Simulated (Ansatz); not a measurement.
System: VH₂.

Input file:

```
crystal:
  lattice:
    - [2.072816817, 2.072816817, 0.0]
    - [-2.072816817, 2.072816817, 0.0]
    - [0.0, 0.0, 4.2126337736]
  atoms:
    - { symbol: V, position: [0.0, 0.0, 0.0] }
    - { symbol: V, position: [0.5, 0.5, 0.5] }
    - { symbol: H, position: [0.0, 0.5, 0.75] }
    - { symbol: H, position: [0.5, 0.0, 0.75] }
    - { symbol: H, position: [0.5, 0.0, 0.25] }
    - { symbol: H, position: [0.0, 0.5, 0.25] }
basis:
  ecutwfc: 500
kpoints:
  mp_grid: { grid: [12, 12, 8] }
hamiltonian:
  xc: r2scan
scf:
  occupations: { method: gaussian, width: 0.1 }
output:
  forces: true
  stress: true
  eigenvalues: true
  write_density: true
  write_potential: true
  elf: true
  volumetric_format: npy
relax:
  adjacent_minimum: "off"
  f_tol: 0.008
  max_steps: 40
  cell: { stress_tol: 0.015, fix: [a, b, gamma] }
```

Launched as:

```sh
ansatz run input.yaml --threads 1 --pin off --max-ram 2560MiB --backend cpu --events-out ev --progress --plain --runs-dir out
```

Below, planes, directions and counts refer to the conventional cell (a = 2.93 Å, b = 2.93 Å, c = 4.22 Å, α = 90.00°, β = 90.00°, γ = 90.00°).

The fields are those of the run's last geometry, not of the input's.

Space group I4/mmm; changed on purpose from its base cell (biaxial strain in the a-b plane, c and atoms relaxed: -1.0 %); computed pressure about 2 GPa in this cell; computed without spin polarisation.

Method: DFT r2SCAN, scalar-relativistic, plane waves, PAW in Ansatz.

What can the converged valence pseudo-density and electron localisation function tell about the bonding?

V–H (1.81 Å): the density is about 0.63 e/Å³ at the midpoint; the ELF climbs to about 1 towards the hydrogen.

Does the calculation give a band gap?

It is gapless in this calculation (a metal or semimetal).

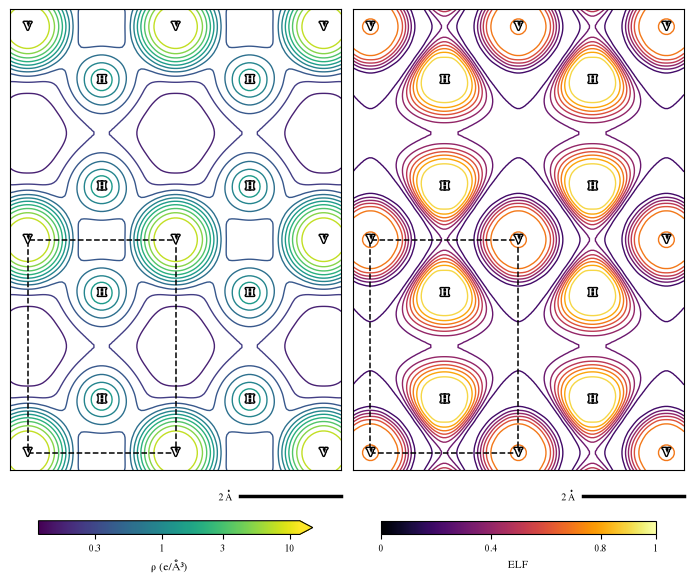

Computed valence pseudo-density and electron localisation function on the (010) plane of the conventional cell, in this order. 

The density is the valence pseudo-density of a PAW calculation; it isn't the true density close to the nuclei.
